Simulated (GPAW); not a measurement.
## Optical response of CaS (Oldhamite)

Wanted: where CaS (Oldhamite) starts to absorb, how strongly, and its refractive index. The cell comes from an older database entry, whose edges can differ from later determinations, mostly by under a per cent.

Calculated with GPAW 26.7.0; DFT, LDA, plane-wave PAW (GPAW data sets), scalar-relativistic, RPA, optical limit.

The database entry behind the starting cell differs from later determinations by our own check (0.1 to 0.3 % short, probably kX units), so it need not match the best structure at ambient conditions.

### Step 1. The structure

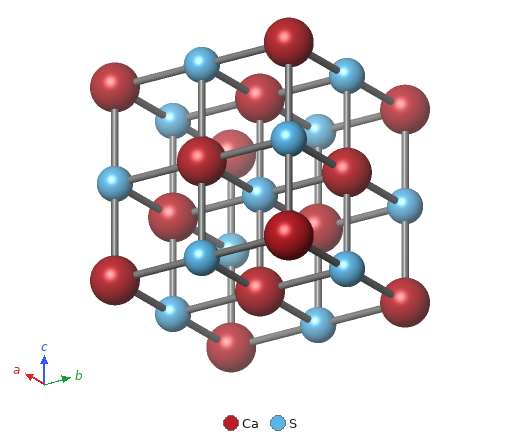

Start, viewed from a free direction; calcium red, sulfur blue. This picture shows the conventional cell, with its axes. Some periodic images of atoms are drawn too.

### Step 2. Ground state

The self-consistent density comes first; it also tells whether there is a gap, which decides the occupations and the need for a Drude term.

This step: DFT, LDA, plane-wave PAW (GPAW data sets), scalar-relativistic, ground state (GPAW 26.7.0).

Input file gs.py:

```python
from ase import Atoms
from ase.dft.bandgap import bandgap
from gpaw import GPAW, PW, FermiDirac

atoms = Atoms(['Ca', 'S'],
              cell=[[0.000000000000, 2.843000000000, 2.843000000000],
                    [2.843000000000, 0.000000000000, 2.843000000000],
                    [2.843000000000, 2.843000000000, 0.000000000000]],
              scaled_positions=[[0.000000000000, 0.000000000000, 0.000000000000],
                                [0.500000000000, 0.500000000000, 0.500000000000]],
              pbc=[True, True, True])
atoms.calc = GPAW(mode=PW(400), xc='LDA', kpts={'size': (7, 7, 7), 'gamma': True},
                  occupations=FermiDirac(0.05), maxiter=150, txt='gs.txt')
print('energy (eV)', atoms.get_potential_energy())
print('Fermi level (eV)', atoms.calc.get_fermi_level())
print('valence electrons', atoms.calc.get_number_of_electrons())
print('gap (eV)', bandgap(atoms.calc, output=None)[0])
print('direct gap (eV)', bandgap(atoms.calc, direct=True, output=None)[0])
atoms.calc.write('gs.gpw')
```

Launch:

```console
> OMP_NUM_THREADS=1 python gs.py
```

Numbers of over 12 decimals in the logs are rounded to 6 here.

What it wrote:

```text
__  _  _
 | _ |_)|_||  |
 |__||  | ||/\| - 26.7.0

Versions:
  Python: 3.12.14
  ASE:    3.29.0
  Numpy:  2.5.5
  Scipy:  1.18.1
  Libxc:  7.0.0

Input parameters:
  mode=PW(ecut=400.0),
  kpts=MonkhorstPack(size=(7, 7, 7), gamma=True),
  maxiter=150,
  occupations=Occupations(name='fermi-dirac', width=0.05, fixmagmom=False),
  xc=XC(name='LDA')

Diagonalizing LCAO Hamiltonian
Converting LCAO to pw mode

                S

       Ca

Atoms  # Å, Bohr magnetons
|   | symbol |        x |        y |        z |    initial magnetic moments |
| 0 |     Ca | 0.000000 | 0.000000 | 0.000000 | ( 0.0000,  0.0000,  0.0000) |
| 1 |      S | 2.843000 | 2.843000 | 2.843000 | ( 0.0000,  0.0000,  0.0000) |

Unit cell  # Å
| periodic |        x |        y |        z |  lengths |    angles |
|      yes | 0.000000 | 2.843000 | 2.843000 | 4.020609 | 60.000000 |
|      yes | 2.843000 | 0.000000 | 2.843000 | 4.020609 | 60.000000 |
|      yes | 2.843000 | 2.843000 | 0.000000 | 4.020609 | 60.000000 |

Number of symmetries: 48
Symmetry operations  # r_c * U_cc + t_c -> r_c
|    | kind |            matrix            |
|  0 |  σ   |  1, 0, 0,  1, 0,-1,  1,-1, 0 |
|  1 |  C2  |  1, 0, 0,  1,-1, 0,  1, 0,-1 |
|  2 |  E   |  1, 0, 0,  0, 1, 0,  0, 0, 1 |
|  3 |  σ   |  1, 0, 0,  0, 0, 1,  0, 1, 0 |
|  4 |  C4  |  1, 0,-1,  1, 0, 0,  1,-1, 0 |
|  5 |  S6  |  1, 0,-1,  1,-1, 0,  1, 0, 0 |
|  6 |  σ   |  1, 0,-1,  0, 1,-1,  0, 0,-1 |
|  7 |  C3  |  1, 0,-1,  0, 0,-1,  0, 1,-1 |
|  8 |  S6  |  1,-1, 0,  1, 0, 0,  1, 0,-1 |
|  9 |  C4  |  1,-1, 0,  1, 0,-1,  1, 0, 0 |
| 10 |  C3  |  1,-1, 0,  0,-1, 1,  0,-1, 0 |
| 11 |  σ   |  1,-1, 0,  0,-1, 0,  0,-1, 1 |
| 12 |  σ   |  0, 1, 0,  1, 0, 0,  0, 0, 1 |
| 13 |  C4  |  0, 1, 0,  0, 1,-1, -1, 1, 0 |
| 14 |  C3  |  0, 1, 0,  0, 0, 1,  1, 0, 0 |
| 15 |  S6  |  0, 1, 0, -1, 1, 0,  0, 1,-1 |
| 16 |  C2  |  0, 1,-1,  1, 0,-1,  0, 0,-1 |
| 17 |  σ   |  0, 1,-1,  0, 1, 0, -1, 1, 0 |
| 18 |  S4  |  0, 1,-1,  0, 0,-1,  1, 0,-1 |
| 19 |  C4  |  0, 1,-1, -1, 1, 0,  0, 1, 0 |
| 20 |  C3  |  0, 0, 1,  1, 0, 0,  0, 1, 0 |
| 21 |  σ   |  0, 0, 1,  0, 1, 0,  1, 0, 0 |
| 22 |  S6  |  0, 0, 1,  0,-1, 1, -1, 0, 1 |
| 23 |  C4  |  0, 0, 1, -1, 0, 1,  0,-1, 1 |
| 24 |  S4  |  0, 0,-1,  1, 0,-1,  0, 1,-1 |
| 25 |  C3  |  0, 0,-1,  0, 1,-1,  1, 0,-1 |
| 26 |  C2  |  0, 0,-1,  0,-1, 0, -1, 0, 0 |
| 27 |  S6  |  0, 0,-1, -1, 0, 0,  0,-1, 0 |
| 28 |  S4  |  0,-1, 1,  1,-1, 0,  0,-1, 0 |
| 29 |  C4  |  0,-1, 1,  0, 0, 1, -1, 0, 1 |
| 30 |  C2  |  0,-1, 1,  0,-1, 0,  1,-1, 0 |
| 31 |  σ   |  0,-1, 1, -1, 0, 1,  0, 0, 1 |
| 32 |  C3  |  0,-1, 0,  1,-1, 0,  0,-1, 1 |
| 33 |  S6  |  0,-1, 0,  0, 0,-1, -1, 0, 0 |
| 34 |  S4  |  0,-1, 0,  0,-1, 1,  1,-1, 0 |
| 35 |  C2  |  0,-1, 0, -1, 0, 0,  0, 0,-1 |
| 36 |  C2  | -1, 1, 0,  0, 1, 0,  0, 1,-1 |
| 37 |  S6  | -1, 1, 0,  0, 1,-1,  0, 1, 0 |
| 38 |  S4  | -1, 1, 0, -1, 0, 1, -1, 0, 0 |
| 39 |  C3  | -1, 1, 0, -1, 0, 0, -1, 0, 1 |
| 40 |  S6  | -1, 0, 1,  0, 0, 1,  0,-1, 1 |
| 41 |  C2  | -1, 0, 1,  0,-1, 1,  0, 0, 1 |
| 42 |  C3  | -1, 0, 1, -1, 1, 0, -1, 0, 0 |
| 43 |  S4  | -1, 0, 1, -1, 0, 0, -1, 1, 0 |
| 44 |  C2  | -1, 0, 0,  0, 0,-1,  0,-1, 0 |
| 45 |  i   | -1, 0, 0,  0,-1, 0,  0, 0,-1 |
| 46 |  σ   | -1, 0, 0, -1, 1, 0, -1, 0, 1 |
| 47 |  C2  | -1, 0, 0, -1, 0, 1, -1, 1, 0 |

BZ-sampling:
  Number of BZ points: 343
  Number of IBZ points: 20

  Monkhorst-Pack size: [7, 7, 7]
  Monkhorst-Pack shift: [0, 0, 0]

K-points  # in reciprocal-cell coordinates
|     |                                coordinates |     weight |
|   0 | (  0.00000000,   0.00000000,   0.00000000) | 0.00291545 |
|   1 | (  0.14285714,   0.14285714,   0.00000000) | 0.01749271 |
|   2 | (  0.14285714,   0.14285714,   0.14285714) | 0.02332362 |
|   3 | (  0.28571429,   0.14285714,   0.14285714) | 0.03498542 |
|   4 | (  0.28571429,   0.28571429,   0.00000000) | 0.01749271 |
|   5 | (  0.28571429,   0.28571429,   0.14285714) | 0.06997085 |
|   6 | (  0.28571429,   0.28571429,   0.28571429) | 0.02332362 |
|   7 | (  0.42857143,  -0.28571429,  -0.28571429) | 0.03498542 |
|   8 | (  0.42857143,   0.28571429,  -0.42857143) | 0.13994169 |
|   9 | (  0.42857143,   0.28571429,  -0.28571429) | 0.06997085 |
| ... |                                            |            |
|  19 | (  0.42857143,   0.42857143,   0.42857143) | 0.02332362 |

Plane wave coefficients: 869
Cutoff: 400.0 eV

Spin-components: 1 (collinear spins)
Bands:           9
Projectors:      10
Spin-degeneracy: 2
Datatype:        complex128

Parallelization:
  kpt:    1
  domain: 1
  band:   1

Density:
  Valence electrons: 16.0
  Components: 1
  Grid points: [20 20 20]
  Charge: 0.0  # |e|

Potential:
  Grid points: [20 20 20]

species:
  Ca:
    name:    Calcium
    id:
    Z:       20.0
    valence: 10
    core:    10
    charge:  0.0  # [|e|]
    compensation charges:
      type: gauss
      rc: 0.37  # [Å]
      lmax: 2
    cutoffs:
      filter: 2.10  # [Å]
      core: 1.17  # [Å]
    projectors
    | kind |    occ | energy [eV] | rcut [Å] |
    |   3s |  2.000 |     -46.826 |    1.175 |
    |   4s |  2.000 |      -3.864 |    1.175 |
    |   3p |  6.000 |     -27.986 |    1.154 |
    |    p |        |      -0.774 |    1.154 |
    |    d |        |       0.000 |    0.937 |

    Using partial waves for Ca as LCAO basis

  S:
    name:    Sulfur
    id:
    Z:       16.0
    valence: 6
    core:    10
    charge:  0.0  # [|e|]
    compensation charges:
      type: gauss
      rc: 0.24  # [Å]
      lmax: 2
    cutoffs:
      filter: 1.77  # [Å]
      core: 1.66  # [Å]
    projectors
    | kind |    occ | energy [eV] | rcut [Å] |
    |   3s |  2.000 |     -17.278 |    0.974 |
    |   3p |  4.000 |      -7.106 |    0.979 |
    |    s |        |       9.933 |    0.974 |
    |    p |        |      20.105 |    0.979 |
    |    d |        |       0.000 |    0.900 |

    Using partial waves for S as LCAO basis

Reference energy: -29290.996798  # eV

eigensolver:
  PPCG
  Converge bands: occupied
  niter=2

density mixing:
  MSR1-Mixer
  Pratt-step length: 0.05
  Maximum mixing coefficient: 0.75
  Old densities: 10
  SVD Regularization: 0.005
  Good broyden scale: 1.0
  Trust region scale: 1.0
  Backstep threshold: 4.0
  History deletion threshold: 6.0
  Fourier metric: weight=20.0, sigma=0.015

occupation numbers:
  Fermi-Dirac:
    width: 0.0500  # eV

poisson solver:
  ecut: 3200.0  # eV

xc functional:
  name: None

convergence criteria:
- Maximum [total energy] change in last 3 cyles: 0.0005 eV / valence electron
- Maximum integral of absolute [dens]ity change: 0.0001 electrons / valence electron
- Maximum integral of absolute [eigenst]ate change: 4e-08 eV^2 / valence electron
maximum number of iterations: 150

SCF iterations
|iter     |      energy | eigst |  dens |
|iter:   1||  -11.580214 | +0.13 |       |
|iter:   2||  -11.601265 | -1.32 | -1.17 |
|iter:   3||  -11.558838 | -1.16 | -1.20 |
|iter:   4||  -11.472872 | -2.17 | -1.46 |
|iter:   5||  -11.471917 | -3.30 | -1.77 |
|iter:   6||  -11.471654c| -4.22 | -2.41 |
|iter:   7||  -11.471653c| -5.08 | -3.32 |
|iter:   8||  -11.471653c| -6.76 | -3.67 |
|iter:   9||  -11.471653c| -7.72c| -4.52c|

Converged in 9 steps
SCF loop duration: 2.294 s (0.255 s/step)
Energy contributions relative to reference atoms: (reference = -29290.996798)

Energy contributions:
  Kinetic:           8.291815
  Coulomb:          -6.544562
  Zero:             -0.584333
  External:          0.000000
  Xc:              -12.634573
  Entropy:          -0.000000
  Spinorbit:         0.000000
  ----------------------------
  Free energy:     -11.471653
  Extrapolated:    -11.471653

dipole moment: (-18.824398, -18.824398, -18.824398)  # |e|*Ang

Fermi level: 5.547
Eigenvalues  # (at kpt = [0.000, 0.000, 0.000])
| band index |      eig [eV] | occ [0-2] |
|          0 |       -34.795 |     2.000 |
|          1 |       -16.051 |     2.000 |
|          2 |       -16.051 |     2.000 |
|          3 |       -16.051 |     2.000 |
|          4 |        -7.310 |     2.000 |
|          5 |         4.006 |     2.000 |
|          6 |         4.006 |     2.000 |
|          7 |         4.006 |     2.000 |
|          8 |         7.910 |     0.000 |

Gap: 2.692 eV
Transition (v -> c):
  (s=0, k=0, n=7, [0.00, 0.00, 0.00]) -> (s=0, k=15, n=8, [0.43, 0.43, -0.14])
Direct/indirect transitions are different
Direct gap: 3.608 eV
Transition at: (s=0, k=15, n=7, [0.43, 0.43, -0.14])

--- standard output ---
energy (eV) -11.471653
Fermi level (eV) 5.546683
valence electrons 16.0
gap (eV) 2.692468
direct gap (eV) 3.607595
```

Elapsed: 3.5 s, on 1 thread of Arm Neoverse V1, shared host; peak memory 0.15 GiB.

Numbers from this step:

| Quantity | Value |
| --- | --- |
| energy | -11.47 eV |
| Fermi energy | 5.547 eV |
| gap on the k-mesh | 2.692 eV |
| direct gap on the mesh | 3.608 eV |
| electrons | 16 |

There is a gap, 2.69 eV on this mesh (points off the mesh can give less), so no carriers' term is needed.

### Step 3. Bands for the response

At the fixed density, many empty bands are solved on the mesh of the response, since the spectrum sums over them.

This step: DFT, LDA, plane-wave PAW (GPAW data sets), scalar-relativistic, bands at fixed density (GPAW 26.7.0).

Input file nscf.py:

```python
from ase.dft.bandgap import bandgap
from gpaw import GPAW, FermiDirac

calc = GPAW('gs.gpw').fixed_density(kpts={'size': (16, 16, 16), 'gamma': True}, nbands=38, convergence={'bands': 32},
                                    occupations=FermiDirac(0.001), txt='nscf.txt')
print('gap (eV)', bandgap(calc, output=None)[0])
print('direct gap (eV)', bandgap(calc, direct=True, output=None)[0])
print('top band over the Fermi level (eV)', min(calc.get_eigenvalues(kpt=k)[31] for k in range(len(calc.get_ibz_k_points()))) - calc.get_fermi_level())
calc.write('full.gpw', mode='all')
```

Launch:

```console
> OMP_NUM_THREADS=1 python nscf.py
```

What it wrote:

```text
Diagonalizing LCAO Hamiltonian
Converting LCAO to pw mode
convergence criteria:
- Maximum integral of absolute [eigenst]ate change: 4e-08 eV^2 / valence electron
maximum number of iterations: 150

SCF iterations
|iter     |      energy | eigst |  dens |
|iter:   1||             | +3.47 |       |
|iter:   2||             | +1.81 |       |
|iter:   3||             | +0.20 |       |
|iter:   4||             | -0.81 |       |
|iter:   5||             | -1.99 |       |
|iter:   6||             | -3.04 |       |
|iter:   7||             | -4.01 |       |
|iter:   8||             | -4.87 |       |
|iter:   9||             | -5.81 |       |
|iter:  10||             | -6.54 |       |
|iter:  11||             | -7.20 |       |
|iter:  12||             | -7.74c|       |
SCF steps: 12
  __  _  _
 | _ |_)|_||  |
 |__||  | ||/\| - 26.7.0

Versions:
  Python: 3.12.14
  ASE:    3.29.0
  Numpy:  2.5.5
  Scipy:  1.18.1
  Libxc:  7.0.0

Input parameters:
  mode=PW(ecut=400.0),
  convergence={'bands': 32},
  gpts=array([20, 20, 20]),
  kpts=MonkhorstPack(size=(16, 16, 16), gamma=True),
  maxiter=150,
  nbands=38,
  occupations=Occupations(name='fermi-dirac', width=0.001, fixmagmom=False),
  parallel={},
  xc=XC(name='LDA')

--- standard output ---
gap (eV) 2.163809
direct gap (eV) 2.990098
top band over the Fermi level (eV) 25.459759
```

Run time: 79 s. Hardware: 1 thread; peak memory 0.24 GiB.

This step gave:

* gap on the k-mesh: 2.164 eV
* direct gap on the mesh: 2.990 eV

### Step 4. Dielectric function, RPA

Transitions between filled and empty bands, summed over the zone, give the optical response, so mesh, band count and broadening shape it.

The induced potential is part of this response.

This step: DFT, LDA, plane-wave PAW (GPAW data sets), scalar-relativistic, RPA, optical limit (GPAW 26.7.0).

Input file df.py:

```python
from gpaw.response.df import DielectricFunction

df = DielectricFunction('full.gpw', frequencies={'type': 'nonlinear', 'domega0': 0.03, 'omega2': 8},
                        ecut=30,
                        eta=0.15,
                        nbands=32,
                        txt='df.txt')
for direction in ['x']:
    df.get_dielectric_function(xc='RPA', direction=direction, filename=f'df_{direction}.csv')
```

Launch:

```console
> OMP_NUM_THREADS=1 python df.py
```

What it wrote:

```text
Using integrator: PointIntegrator
NonLinearFrequencyDescriptor(from 0.000 to 69.634 eV, 505 points)
Nonperiodic BCs:  [False False False]
Using integrator: PointIntegrator
NonLinearFrequencyDescriptor(from 0.000 to 69.634 eV, 505 points)
Nonperiodic BCs:  [False False False]

Calculating chi0 body with:
    Ground state adapter containing:
    Number of spins: 1
    Number of kpoints: 4096
    Number of irreducible kpoints: 145
    Number of completely occupied states: 8
    Number of partially occupied states: 8

    Linear response parametrization:
    q_c: [0.0, 0.0, 0.0]
    Number of frequency points: 505
    Planewave cutoff: 30.0
    Number of bands: 32
    Number of planewaves: 15
    Broadening (eta): 0.15

Integrating chi0 body.

Symmetries of q_c:
    Direct symmetries (Uq -> q): 48
    Indirect symmetries (TUq -> q): 0
In total 48 allowed symmetries.

145 groups of equivalent kpoints. 96.4599609375% reduction.

Integral kind: spectral function

Calculating chi0 optical extensions with:
    Ground state adapter containing:
    Number of spins: 1
    Number of kpoints: 4096
    Number of irreducible kpoints: 145
    Number of completely occupied states: 8
    Number of partially occupied states: 8

    Linear response parametrization:
    Number of frequency points: 505
    Planewave cutoff: 30.0
    Number of bands: 32
    Number of planewaves: 15
    Broadening (eta): 0.15
Integrating chi0 head and wings.

Symmetries of q_c:
    Direct symmetries (Uq -> q): 48
    Indirect symmetries (TUq -> q): 0
In total 48 allowed symmetries.

145 groups of equivalent kpoints. 96.4599609375% reduction.

Integral kind: spectral function wings
```

Wall time 12 s (1 thread); peak memory 0.22 GiB.

Read-outs, printed or worked out from the files:

- electronic dielectric constant ε∞, mean over x, y and z (by symmetry where fewer were run): 4.982
- main peak of Im epsilon, first axis: 6.023 eV

[end of part 1 of 2]

[Machine, clock and banner lines and Python warnings are left out of the logs.]

[Logs are printed without paths, hosts, clocks, repeated set-up lines and the standing remarks that a program may print on its own settings, such as how far it seeks lower states.]

[Hosts, paths, dates, database ids (printed as entryN), source tags and the programs' standing remarks are cut or masked in the printed files.]
